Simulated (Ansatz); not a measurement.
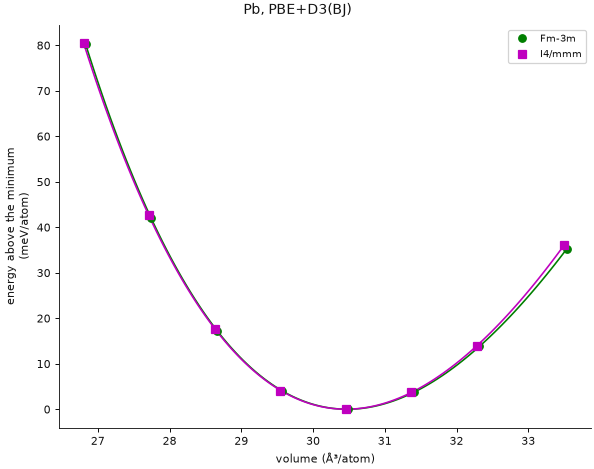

The plot gives the computed energy above the minimum against volume, with one curve for each structure, for Pb. Each energy curve has its own zero, so the curves don't rank the structures.

How it was computed, with Ansatz 0.2.0: third-order Birch-Murnaghan fit to density functional energies at scaled volumes of the given relaxed cell, shape and atoms relaxed at each volume; energies count from the fitted minimum; plane waves with PAW datasets, Γ-centred k mesh. Level: PBE with D3(BJ), no spin polarisation.

- wave cutoff: 420 eV
- occupations: Gaussian
- smearing width: 0.1 eV

Settings that differ: Fm-3m: k mesh 14×14×14; I4/mmm: k mesh 14×14×8.

Q: Order the curves by fitted bulk modulus, smallest first.

A: Fm-3m 45.0, I4/mmm 45.8 GPa.

Limits of the calculation: structure snapped to symmetry (I4/mmm).

The computed values:

Fm-3m:
| volume (Å³/atom) | energy above the minimum (meV/atom) |
| --- | --- |
| 26.830 | 80.2 |
| 27.745 | 42.0 |
| 28.660 | 17.3 |
| 29.574 | 4.0 |
| 30.489 | 0.0 |
| 31.404 | 3.7 |
| 32.318 | 13.8 |
| 33.538 | 35.2 |

I4/mmm:
| volume (Å³/atom) | energy above the minimum (meV/atom) |
| --- | --- |
| 26.801 | 80.5 |
| 27.715 | 42.6 |
| 28.628 | 17.7 |
| 29.542 | 4.1 |
| 30.456 | 0.0 |
| 31.370 | 3.7 |
| 32.283 | 14.0 |
| 33.501 | 36.0 |
